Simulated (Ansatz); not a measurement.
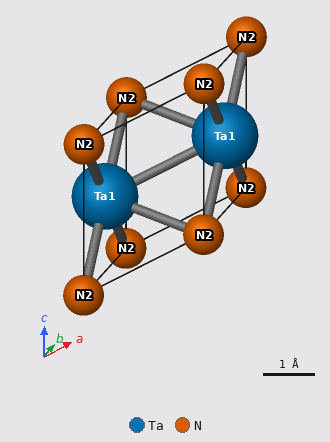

The input geometry of run 1 (ball-and-stick view of the reduced cell, seen slightly off an axis; atoms are numbered from 1 in the order of the input). Near neighbours in the crystal (not all of them lie inside the picture): Ta has 6 N at 2.21 to 2.26 Å and 2 Ta at 2.68 Å; N has 6 Ta at 2.21 to 2.26 Å.

# Two runs on TaN

System: TaN (C2/m, 2 atoms in the cell).
Method of run 1: DFT PBE, scalar-relativistic, plane waves, PAW, PAW set soft_1, no spin polarisation (Ansatz 0.2.0).

The structure derives from an entry of the Crystallography Open Database. Text and figures count atoms from 1; the logs count them from 0 in places.

### The input, run 1
```yaml
crystal:
  lattice:
    - [-0.3312168385, 2.208112257, 2.23748015]
    - [1.8768954184, 0.0, 1.9062633115]
    - [2.208112257, 2.208112257, -0.3312168385]
  atoms:
    - { symbol: Ta, position: [0.5, 0.5, 0.5] }
    - { symbol: "N", position: [0.0, 0.0, 0.0] }
basis:
  ecutwfc: 520.0
kpoints:
  mp_grid: { grid: [18, 18, 18] }
hamiltonian:
  xc: pbe
  pseudopotentials: { kind: paw, azcp: { folder: soft_1 } }
scf:
  occupations: { method: gaussian, width: 0.15 }
output:
  forces: true
  stress: true
  eigenvalues: true
```

Launched with:
```bash
ansatz run input.yaml --threads 1 --pin off --max-ram 2048MiB --backend cpu --events-out ev --progress --plain --runs-dir out
```

Hardware: 1 thread of Arm Neoverse N1, 98 GiB of memory available, shared host.

### Output, shortened to warnings, some set-up lines, iterations and results (run 1)
```
Basis set: ecut = 520 eV, 565 PW (Γ), exchange–correlation on 48×40×48 points (8 copies of the dense FFT grid, shifted against one another)
Symmetry: 4 space group operations
k-points: 1550 of 5832
Initial density: superposition of atomic densities (chi_scale 0.1, normalization cell, long waves kept (reshape's long-wave potential 0.00 eV rms))
[...]
SCF iter   1: F=—  HF=-10318.714949 eV  |F-HF|=—  |Δ(HF+E_count)|=         —  Δρ=5.85e-2  dr2=6.37e-1  ethr=3.10e-3  ⟨swp⟩=5.0  Hψ=99479  notcnv=0
SCF iter   2: F=—  HF=-10318.636531 eV  |F-HF|=—  |Δ(HF+E_count)|=   7.84e-2  Δρ=3.67e-2  dr2=2.64e-1  ethr=3.10e-3  ⟨swp⟩=1.0  Hψ=32554  notcnv=0
SCF iter   3: F=—  HF=-10318.580941 eV  |F-HF|=—  |Δ(HF+E_count)|=   5.56e-2  Δρ=2.25e-3  dr2=4.37e-4  ethr=1.47e-3  ⟨swp⟩=2.1  Hψ=32551  notcnv=0  defer=15
SCF iter   4: F=—  HF=-10318.581064 eV  |F-HF|=—  |Δ(HF+E_count)|=   1.23e-4  Δρ=4.16e-4  dr2=2.77e-5  ethr=2.43e-6  ⟨swp⟩=2.2  Hψ=35912  notcnv=0  defer=16
SCF iter   5: F=—  HF=-10318.581053 eV  |F-HF|=—  |Δ(HF+E_count)|=   1.09e-5  Δρ=5.90e-5  dr2=1.76e-7  ethr=1.54e-7  ⟨swp⟩=2.0  Hψ=32744  notcnv=0  defer=33
SCF iter   6: F=-10318.581054 eV  HF=-10318.581054 eV  |F-HF|=9.09e-12  |Δ(HF+E_count)|=   1.92e-7  Δρ=5.81e-6  dr2=2.78e-9  ethr=5.56e-10  ⟨swp⟩=5.3  Hψ=93084  notcnv=0
SCF 1 converged in 6 iterations: F = -10318.581054 eV  dr2 = 2.78e-9
SCF converged after 6 iterations
Free energy (F): -10318.581054 eV
Harris-Foulkes:  -10318.581054 eV  (|F-HF|=9.09e-12)
Internal energy: -10318.573402 eV  (E = F + TS)
E sigma→0 (E₀):  -10318.577228 eV
Entropy (-TS):   -0.007651 eV (-3.826 meV/atom)
Fermi energy:    20.855765 eV
--- Per-component energies (eV) ---
  E_band       = -47.132437
  E_kinetic    = 524.996311
  E_local      = -570.287674  (includes V_loc(G=0)·N_el)
  E_nonlocal   = 24.166743
  E_hartree    = 203.989268
  E_xc         = -381.954154
  E_vxc        = -310.785346  (∫ρ·V_xc dr)
  E_paw        = -8432.732772  (= ΣΔE_a)
  E_vpaw       = -123.200760  (= ΣTr[D̂ρ^β])
  E_aug_tail   = 0.000014  (compensation charges beyond the density's cutoff)
  E_ewald      = -1686.751138
  E_smearing   = -0.007651  (= −TS)
  E_closure    = -0.000000  (closes the sum)
  Σ components = -10318.581054   (vs F -10318.581054, Δ=0.00e0)
--- Forces (eV/Å), atoms counted from 1 ---
  atom   1  Ta     0.00000000     0.00000000     0.00000000
  atom   2  N     -0.00000000     0.00000000     0.00000000
  max |Σ_I F_I| component: 1.58e-29 eV/Å
--- Stress (GPa, compression-positive) ---
       15.289011      -0.000000      27.485845
       -0.000000      -9.641187      -0.000000
       27.485844      -0.000000       9.363294
  P = ⅓ Tr σ = 5.0037 GPa (50.037 kbar)
```

For run 2 the input was changed thus:
```diff
-    - [-0.3312168385, 2.208112257, 2.23748015]
-    - [1.8768954184, 0.0, 1.9062633115]
+    - [-0.3312168385, 2.208112257, 2.178744364]
+    - [1.8768954184, 0.0, 1.8475275254]
```

What does this change do to the results?

With the same functional and potentials, run 2 lies 41.4 meV per atom higher. The pressure goes from 5.00 to 15.04 GPa. The volume per atom goes from 10.67 to 10.38 Å³. The number of SCF iterations is the same. The plane waves at Γ go from 565 to 551.

### Output, shortened to warnings, some set-up lines, iterations and results (run 2)
```
Basis set: ecut = 520 eV, 551 PW (Γ), exchange–correlation on 48×40×48 points (8 copies of the dense FFT grid, shifted against one another)
Symmetry: 4 space group operations
k-points: 1550 of 5832
Initial density: superposition of atomic densities (chi_scale 0.1, normalization cell, long waves kept (reshape's long-wave potential 0.00 eV rms))
[...]
SCF iter   1: F=—  HF=-10318.651225 eV  |F-HF|=—  |Δ(HF+E_count)|=         —  Δρ=6.14e-2  dr2=6.87e-1  ethr=3.10e-3  ⟨swp⟩=5.0  Hψ=99553  notcnv=0
SCF iter   2: F=—  HF=-10318.560219 eV  |F-HF|=—  |Δ(HF+E_count)|=   9.10e-2  Δρ=3.82e-2  dr2=2.80e-1  ethr=3.10e-3  ⟨swp⟩=1.1  Hψ=32730  notcnv=0  defer=9
SCF iter   3: F=—  HF=-10318.498319 eV  |F-HF|=—  |Δ(HF+E_count)|=   6.19e-2  Δρ=2.41e-3  dr2=5.09e-4  ethr=1.55e-3  ⟨swp⟩=2.1  Hψ=32693  notcnv=0  defer=31
SCF iter   4: F=—  HF=-10318.498355 eV  |F-HF|=—  |Δ(HF+E_count)|=   3.61e-5  Δρ=4.39e-4  dr2=3.01e-5  ethr=2.83e-6  ⟨swp⟩=2.2  Hψ=36311  notcnv=0  defer=31
SCF iter   5: F=—  HF=-10318.498344 eV  |F-HF|=—  |Δ(HF+E_count)|=   1.12e-5  Δρ=6.37e-5  dr2=2.16e-7  ethr=1.67e-7  ⟨swp⟩=2.0  Hψ=32815  notcnv=0  defer=31
SCF iter   6: F=-10318.498344 eV  HF=-10318.498344 eV  |F-HF|=2.54e-9  |Δ(HF+E_count)|=   2.06e-7  Δρ=7.25e-6  dr2=6.09e-9  ethr=5.56e-10  ⟨swp⟩=5.4  Hψ=93526  notcnv=0
SCF 1 converged in 6 iterations: F = -10318.498344 eV  dr2 = 6.09e-9
SCF converged after 6 iterations
Free energy (F): -10318.498344 eV
Harris-Foulkes:  -10318.498344 eV  (|F-HF|=2.54e-9)
Internal energy: -10318.490782 eV  (E = F + TS)
E sigma→0 (E₀):  -10318.494563 eV
Entropy (-TS):   -0.007562 eV (-3.781 meV/atom)
Fermi energy:    21.462459 eV
--- Per-component energies (eV) ---
  E_band       = -36.640775
  E_kinetic    = 527.271820
  E_local      = -552.285371  (includes V_loc(G=0)·N_el)
  E_nonlocal   = 24.328806
  E_hartree    = 199.577020
  E_xc         = -382.644554
  E_vxc        = -311.695797  (∫ρ·V_xc dr)
  E_paw        = -8432.945836  (= ΣΔE_a)
  E_vpaw       = -123.414430  (= ΣTr[D̂ρ^β])
  E_aug_tail   = 0.000012  (compensation charges beyond the density's cutoff)
  E_ewald      = -1701.792678
  E_smearing   = -0.007562  (= −TS)
  E_closure    = -0.000000  (closes the sum)
  Σ components = -10318.498344   (vs F -10318.498344, Δ=0.00e0)
--- Forces (eV/Å), atoms counted from 1 ---
  atom   1  Ta     0.00000000     0.00000000     0.00000000
  atom   2  N      0.00000000     0.00000000     0.00000000
  max |Σ_I F_I| component: 0.00e0 eV/Å
--- Stress (GPa, compression-positive) ---
       22.028818      -0.000000      31.026528
       -0.000000      -5.954958      -0.000000
       31.026529      -0.000000      29.059646
  P = ⅓ Tr σ = 15.0445 GPa (150.445 kbar)
```

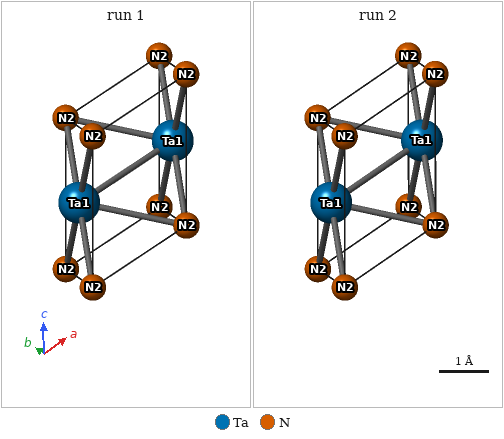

The two input geometries at one scale (ball-and-stick view of the reduced cell, seen slightly off an axis). The atoms keep their places relative to the cell (all moves are under 0.005 Å). Cell: a 2.675 → 2.634 Å (−1.6 %), b = c stay at 3.140 Å, β 65.3° → 64.7°, γ 65.3° → 64.7°. Volume −2.7 %. Among the contacts that change: Ta1–N2 2.262 → 2.204 Å, Ta1–Ta1 2.675 → 2.634 Å.

### The two runs side by side

| quantity | run 1 | run 2 |
| --- | --- | --- |
| outcome | converged | converged |
| free energy per atom (eV) | −5159.2905 | −5159.2492 |
| energy per atom, smearing taken to zero (eV) | −5159.2886 | −5159.2473 |
| gap on the mesh (eV) | 0.00 | 0.00 |
| pressure (GPa) | 5.00 | 15.04 |
| volume per atom (Å³) | 10.67 | 10.38 |
| largest force (eV/Å) | 0.000 | 0.000 |
| SCF iterations | 6 | 6 |
| irreducible k-points | 1550 | 1550 |
| plane waves at Γ | 565 | 551 |
| wall time (shared host) | 49 s | 48 s |

For both runs: Spin–orbit coupling is left out, which matters for Ta.
